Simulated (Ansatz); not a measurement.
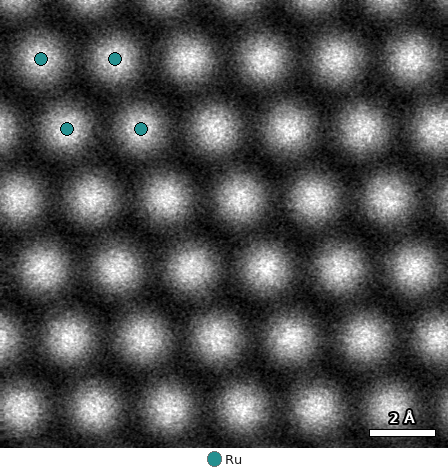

iDPC-like image of Ru (Fm-3m, No. 225) along [110]. Simulated as the projected potential of neutral atoms (B = 0.5 Å²) blurred by a 1.09 Å probe, the thin-sample limit of integrated differential phase contrast. Shot noise and a slight drift were added. Atomic positions: the input geometry of a calculation; the starting structure was generated, so it need not be a known form of this composition.

Coloured dots in one corner mark the columns of the model.

> Describe what the image shows.

The columns repeat on a centred rectangular net of 2.67 × 3.78 Å (plane group c2mm). All columns are alike (Ru). The shortest distance between visible columns is 2.31 Å in projection. Along the beam the structure repeats every 2.67 Å.
